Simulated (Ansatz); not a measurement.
Geometry relaxation of Ti12H (part 2 of 2)

The same run, continued: Ti12H (defect cell, 13 atoms in the cell); DFT PBE, scalar-relativistic, plane waves, PAW, no spin polarisation (Ansatz 0.2.0); cutoff 420 eV, 4×3×5 k-mesh, Fermi–Dirac smearing of 0.15 eV. It belongs to a series of runs on one base structure; here: end point A relaxed.

Geometry of the input (Å; fractional positions):
```
5.9000  0.0000  0.0000
-4.4250  7.6643  0.0000
0.0000  0.0000  4.6846
Ti 0.0000  0.0000  0.0000
Ti 0.1667  0.2222  0.5000
Ti -0.0000  0.3333  0.0000
Ti 0.1667  0.5556  0.5000
Ti 0.0000  0.6667  0.0000
Ti 0.1667  0.8889  0.5000
Ti 0.5000  0.0000  0.0000
Ti 0.6667  0.2222  0.5000
Ti 0.5000  0.3333  0.0000
Ti 0.6667  0.5556  0.5000
Ti 0.5000  0.6667  0.0000
Ti 0.6667  0.8889  0.5000
H  0.3325  0.7768  0.7405
```

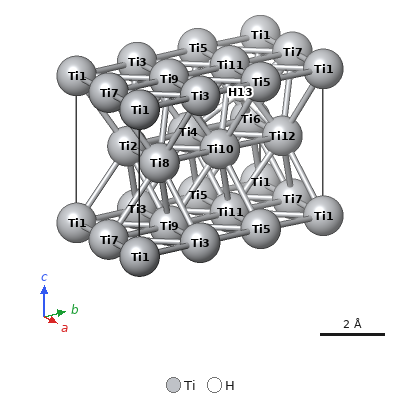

*The geometry at step 3 of the log (ball-and-stick view of the cell of the calculation, seen slightly off an axis; atoms are numbered from 1 in the order of the input).*

**Output, continued**
```
  k-point 1: bands = ["-43.5854", "-43.5243", "-43.5000", "-43.4997", "-43.4948", "-43.4804", "-43.4684", "-43.4498", "-43.4390", "-43.4307", "-43.4201", "-43.4170", "-20.1140", "-20.0798", "-20.0324", "-20.0278", "-20.0155", "-20.0098", "-19.9703", "-19.9432", "-19.9334", "-19.8857", "-19.8752", "-19.8265", "-19.8188", "-19.8126", "-19.8004", "-19.7919", "-19.7432", "-19.7169", "-19.6937", "-19.6795", "-19.6699", "-19.6576", "-19.6509", "-19.6307", "-19.6047", "-19.5936", "-19.5842", "-19.5730", "-19.5705", "-19.5608", "-19.5532", "-19.5407", "-19.5399", "-19.5371", "-19.4832", "-19.4813", "6.0336", "8.1852", "9.7375", "10.0890", "10.3972", "10.6448", "10.8294", "10.9730", "11.2155", "11.3816", "11.4682", "11.5213", "11.7873", "11.8413", "11.8662", "11.8826", "11.9383", "12.2099", "12.3236", "12.3893", "12.6077", "12.6828", "13.2925", "13.4049", "13.4963", "13.6451", "13.6511", "13.7200", "13.7597", "13.8624", "13.8660", "13.9193", "13.9344", "14.0740", "14.1055", "14.1193", "14.1548", "14.2164", "14.2666", "14.3138", "14.3476", "14.3705"]
  k-point 2: bands = ["-43.5554", "-43.5206", "-43.5077", "-43.4954", "-43.4900", "-43.4780", "-43.4724", "-43.4515", "-43.4418", "-43.4383", "-43.4302", "-43.4288", "-20.1068", "-20.0705", "-20.0544", "-20.0404", "-20.0263", "-20.0194", "-20.0121", "-20.0058", "-19.9656", "-19.9588", "-19.9371", "-19.7715", "-19.7638", "-19.7389", "-19.7225", "-19.7116", "-19.7089", "-19.6952", "-19.6834", "-19.6526", "-19.6513", "-19.6371", "-19.6287", "-19.6263", "-19.6147", "-19.6112", "-19.6087", "-19.5917", "-19.5870", "-19.5795", "-19.5747", "-19.5681", "-19.5339", "-19.5329", "-19.5058", "-19.5051", "6.3082", "8.6507", "9.6332", "10.1887", "10.3995", "10.6264", "10.8267", "10.8664", "10.9360", "10.9407", "11.1581", "11.2423", "12.2412", "12.2612", "12.2921", "12.3209", "12.3411", "12.4552", "12.6597", "12.6938", "12.7242", "12.7535", "13.0168", "13.1700", "13.2115", "13.3635", "13.4937", "13.5355", "13.5652", "13.6306", "13.8113", "13.8285", "13.8714", "13.9943", "14.0003", "14.0441", "14.1503", "14.4916", "14.5232", "14.5601", "14.6059", "14.6708"]
  k-point 30: bands = ["-43.5516", "-43.5434", "-43.5185", "-43.4999", "-43.4843", "-43.4769", "-43.4730", "-43.4582", "-43.4335", "-43.4266", "-43.4247", "-43.4195", "-20.0502", "-20.0391", "-20.0110", "-19.9967", "-19.9829", "-19.9773", "-19.9488", "-19.9378", "-19.9235", "-19.8689", "-19.8370", "-19.7987", "-19.7888", "-19.7828", "-19.7676", "-19.7625", "-19.7492", "-19.7392", "-19.7286", "-19.7225", "-19.7025", "-19.6850", "-19.6739", "-19.6449", "-19.6365", "-19.6308", "-19.6198", "-19.6101", "-19.5949", "-19.5827", "-19.5767", "-19.5500", "-19.5369", "-19.5306", "-19.5238", "-19.5097", "6.3034", "8.6559", "9.1855", "9.9816", "10.5696", "10.8776", "11.2792", "11.3309", "11.4577", "11.5654", "11.5734", "11.6210", "11.8080", "11.9526", "12.0196", "12.0481", "12.1415", "12.2203", "12.2711", "12.2921", "12.3250", "12.5511", "12.8761", "12.9630", "13.3099", "13.3712", "13.4658", "13.4952", "13.5753", "13.6574", "13.7055", "13.7882", "13.8439", "13.9959", "14.0574", "14.1380", "14.1453", "14.1890", "14.2104", "14.2599", "14.3372", "14.4667"]
--- Relaxed structure (4 steps of the walk, 4 accepted, 0 SCFs on fresh bases) ---
  F+E_penalty+E_count = -30012.88900266 eV   max|allowed force component| = 1.896e-2 eV/Å
  atoms:
    - { symbol: Ti, position: [0.0011896635591198176, 0.0016025825218118526, -0.001789813257596362] }
    - { symbol: Ti, position: [0.165870188211016, 0.22164858108017163, 0.49618054670023226] }
    - { symbol: Ti, position: [-0.0018075286065228069, 0.3317851263301089, 0.00013352340549592127] }
    - { symbol: Ti, position: [0.16407947089946853, 0.5518135619044017, 0.4998991449240612] }
    - { symbol: Ti, position: [-0.007589205204704852, 0.6639240635882102, 0.0013320662402410862] }
    - { symbol: Ti, position: [0.16369515966691417, 0.8912217729811345, 0.49784948508938726] }
    - { symbol: Ti, position: [0.502954042357898, 0.004184233208305755, -0.0009074044935381082] }
    - { symbol: Ti, position: [0.6682749436092337, 0.22368039001164136, 0.49837665304876294] }
    - { symbol: Ti, position: [0.5007808148155151, 0.3337774928091283, 0.002300991043556941] }
    - { symbol: Ti, position: [0.6652145758821405, 0.5537160911949986, 0.5001509429631584] }
    - { symbol: Ti, position: [0.5034368153324941, 0.6640142469415016, 0.0010555685229854527] }
    - { symbol: Ti, position: [0.6732371279591569, 0.8912446713055229, 0.49755892598544993] }
    - { symbol: H, position: [0.3331178315182712, 0.7775594861230637, 0.7483197698278036] }
```

**Trajectory as extended XYZ (Å, eV, eV/Å), 4 frames, from step=1 to step=4**
```
13
Lattice="5.9000 0.0000 0.0000 -4.4250 7.6643 0.0000 0.0000 0.0000 4.6846" Properties=species:S:1:pos:R:3:forces:R:3 step=1 energy=-30012.84827
Ti    0.0000    0.0000    0.0000   -0.0063   0.0114   0.0111
Ti    0.0000    1.7032    2.3423   -0.0136  -0.0224  -0.0818
Ti   -1.4750    2.5548    0.0000   -0.0224  -0.0345   0.0358
Ti   -1.4750    4.2580    2.3423   -0.0050  -0.3239  -0.0797
Ti   -2.9500    5.1095    0.0000   -0.2943  -0.1678   0.0612
Ti   -2.9500    6.8127    2.3423   -0.2977   0.1675  -0.0972
Ti    2.9500    0.0000    0.0000    0.0055   0.2982   0.0284
Ti    2.9500    1.7032    2.3423    0.0176   0.0323  -0.0429
Ti    1.4750    2.5548    0.0000    0.0181   0.0284   0.0852
Ti    1.4750    4.2580    2.3423    0.0049  -0.0208  -0.0277
Ti    0.0000    5.1095    0.0000    0.2908  -0.1609   0.0546
Ti    0.0000    6.8127    2.3423    0.2991   0.1716  -0.1027
H    -1.4760    5.9539    3.4688    0.0032   0.0209   0.1557
13
Lattice="5.9000 0.0000 0.0000 -4.4250 7.6643 0.0000 0.0000 0.0000 4.6846" Properties=species:S:1:pos:R:3:forces:R:3 step=2 energy=-30012.85981
Ti   -0.0010    0.0145   -0.0108    0.0102   0.0485   0.0098
Ti   -0.0007    1.7031    2.3193   -0.0139  -0.0468   0.0059
Ti   -1.4772    2.5421    0.0013   -0.0051  -0.0163   0.0000
Ti   -1.4754    4.1988    2.3427    0.0185   0.2751   0.0222
Ti   -3.0108    5.0690    0.0084    0.2986   0.1370  -0.0251
Ti   -2.9998    6.8451    2.3302    0.2311  -0.1051   0.0166
Ti    2.9507    0.0726   -0.0051   -0.0140  -0.3508  -0.0310
Ti    2.9520    1.7185    2.3320    0.0100   0.0182   0.0126
Ti    1.4754    2.5534    0.0151    0.0094   0.0325  -0.0192
Ti    1.4753    4.2375    2.3422   -0.0126  -0.0266   0.0204
Ti    0.0601    5.0702    0.0066   -0.3018   0.1387  -0.0236
Ti    0.0505    6.8460    2.3283   -0.2306  -0.1102   0.0195
H    -1.4752    5.9595    3.5123    0.0002   0.0058  -0.0082
13
Lattice="5.9000 0.0000 0.0000 -4.4250 7.6643 0.0000 0.0000 0.0000 4.6846" Properties=species:S:1:pos:R:3:forces:R:3 step=3 energy=-30012.88900
Ti   -0.0001    0.0123   -0.0084    0.0043   0.0002   0.0050
Ti   -0.0022    1.6988    2.3244    0.0066   0.0015  -0.0156
Ti   -1.4788    2.5429    0.0006    0.0103   0.0115   0.0090
Ti   -1.4737    4.2293    2.3418    0.0036  -0.0150  -0.0134
Ti   -2.9826    5.0885    0.0062    0.0124  -0.0024   0.0115
Ti   -2.9779    6.8306    2.3322   -0.0147   0.0108  -0.0187
Ti    2.9489    0.0321   -0.0043   -0.0044  -0.0114   0.0027
Ti    2.9530    1.7144    2.3347   -0.0051  -0.0074  -0.0052
Ti    1.4776    2.5582    0.0108   -0.0118  -0.0029   0.0130
Ti    1.4746    4.2439    2.3430   -0.0031   0.0012   0.0036
Ti    0.0320    5.0892    0.0049   -0.0134  -0.0031   0.0107
Ti    0.0283    6.8308    2.3309    0.0147   0.0122  -0.0190
H    -1.4753    5.9595    3.5056    0.0007   0.0049   0.0164
13
Lattice="5.9000 0.0000 0.0000 -4.4250 7.6643 0.0000 0.0000 0.0000 4.6846" Properties=species:S:1:pos:R:3:forces:R:3 step=4 energy=-30012.88900
Ti   -0.0001    0.0123   -0.0084    0.0043   0.0002   0.0050
Ti   -0.0022    1.6988    2.3244    0.0067   0.0016  -0.0156
Ti   -1.4788    2.5429    0.0006    0.0104   0.0116   0.0090
Ti   -1.4737    4.2293    2.3418    0.0037  -0.0151  -0.0134
Ti   -2.9826    5.0885    0.0062    0.0125  -0.0024   0.0115
Ti   -2.9779    6.8306    2.3322   -0.0147   0.0108  -0.0186
Ti    2.9489    0.0321   -0.0043   -0.0045  -0.0114   0.0026
Ti    2.9530    1.7144    2.3347   -0.0052  -0.0075  -0.0052
Ti    1.4776    2.5582    0.0108   -0.0119  -0.0030   0.0130
Ti    1.4746    4.2439    2.3430   -0.0032   0.0012   0.0036
Ti    0.0320    5.0892    0.0049   -0.0134  -0.0031   0.0106
Ti    0.0283    6.8308    2.3309    0.0146   0.0122  -0.0190
H    -1.4753    5.9595    3.5056    0.0007   0.0049   0.0164
```

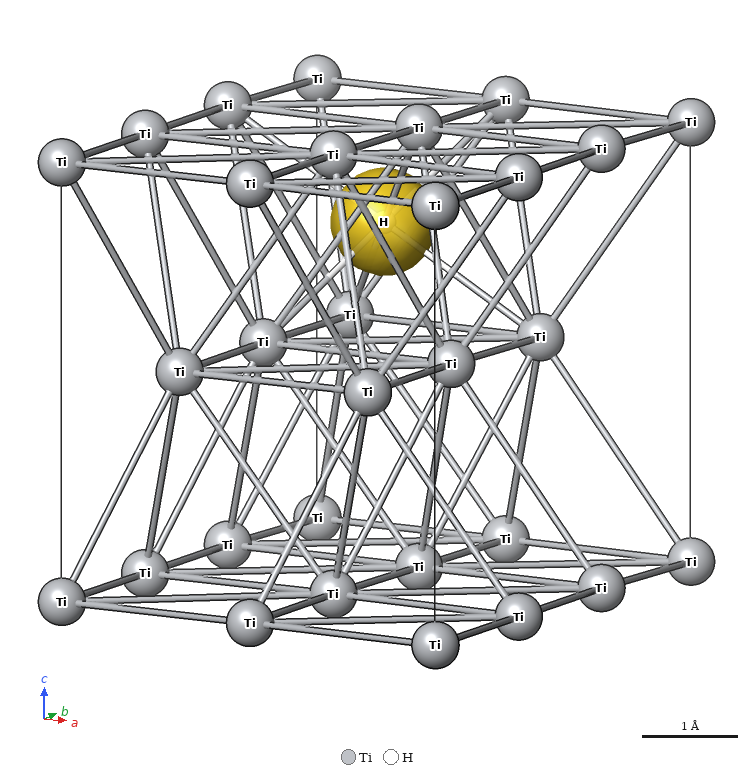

*Isosurface of the ELF at 0.85 (yellow), seen slightly off an axis. Core shells and regions of very low density are left out. Sticks mark near contacts. The outline is the calculation cell.*

The ELF exceeds this value in one region around a hydrogen nucleus, counted in one cell of 13 atoms.  Values along the shortest contacts: Ti–H (2.09 Å): the ELF climbs to about 1 towards the hydrogen, as it does in any bond to H. Ti–Ti (2.87 Å): the ELF is about 0.20 at the midpoint (no shared electron pair). The fields are those of the smooth PAW valence density.

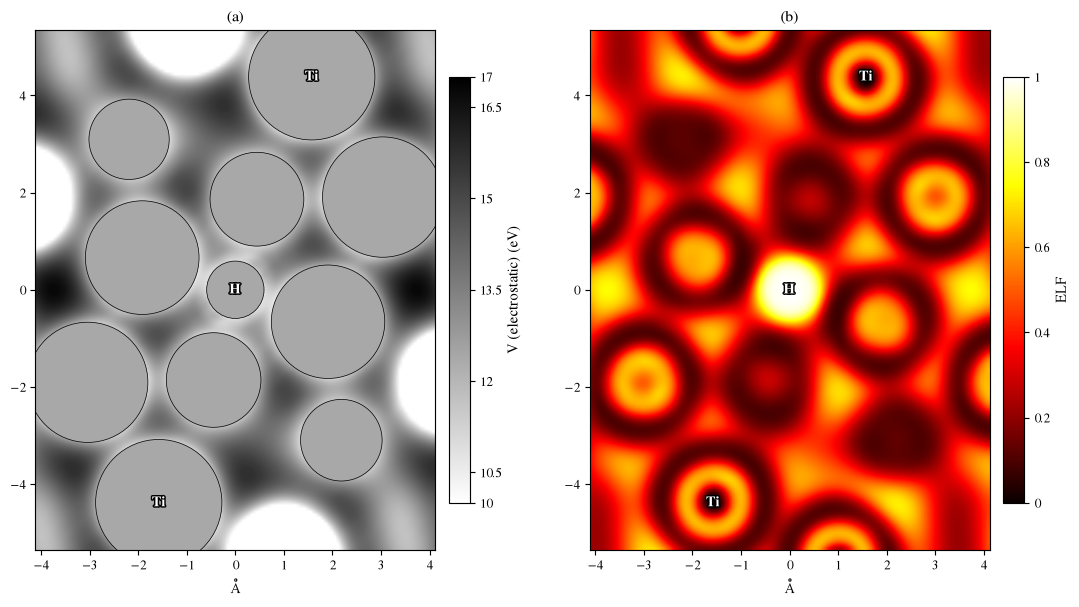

*(a) electrostatic potential energy of an electron; (b) ELF on the (111) plane of the calculation cell. Grey discs, where drawn, cover atomic cores.*

The section cuts through Ti and H sites.  The strong features right at Ti lie inside the PAW spheres (semicore, d or f shells) and say nothing about bonding. Outside the cores the potential energy rises away from the atoms and is highest about 2.0 Å from the nearest atoms; outside the discs it spans about 6 eV, and its zero is arbitrary.

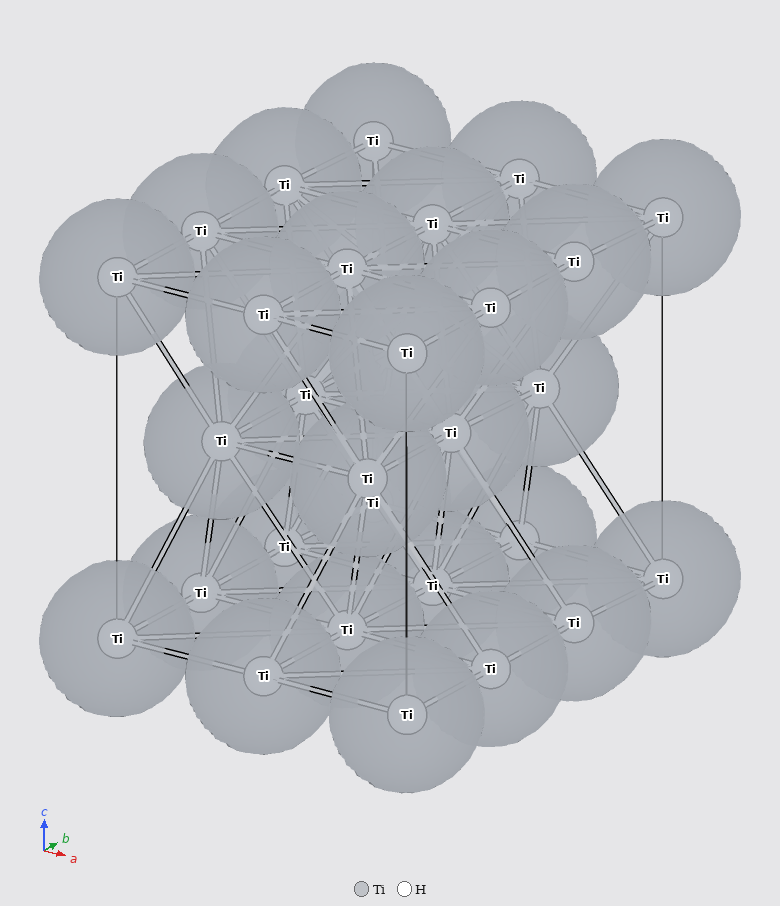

*Isosurface of the valence pseudo-density at 0.4 e/Å³ (grey), seen slightly off an axis. Sticks mark near contacts. The outline is the calculation cell.*

At this value the density breaks into separate islands; it holds about 75 % of the electrons treated as valence (semicore included). It is pinched off along the Ti–H (2.09 Å), Ti–Ti (2.87 Å), Ti–Ti (2.91 Å) and Ti–Ti (2.96 Å) contacts. On the grid the lowest density along these lines, outside the cores, is 0.26 e/Å³ (Ti–H, 2.09 Å), 0.19 e/Å³ (Ti–Ti, 2.87 Å), 0.19 e/Å³ (Ti–Ti, 2.91 Å) and 0.18 e/Å³ (Ti–Ti, 2.96 Å).

**Results in brief**

```json
{"quantity": "outcome", "value": "converged"}
{"quantity": "electrons treated", "value": "145"}
{"quantity": "free energy", "value": "−30012.8890 eV"}
{"quantity": "Fermi energy", "value": "13.191 eV"}
{"quantity": "final volume", "value": "211.84 Å³"}
{"quantity": "largest force (length of the vector) at the end", "value": "0.027 eV/Å"}
{"quantity": "hardware", "value": "4 threads of INTEL XEON PLATINUM @ 2.10GHz (Emerald Rapids), 24 GiB of memory available, shared host"}
{"quantity": "wall time", "value": "32 s (CPU time 2.1 min)"}
{"quantity": "peak memory", "value": "1.2 GiB"}
```
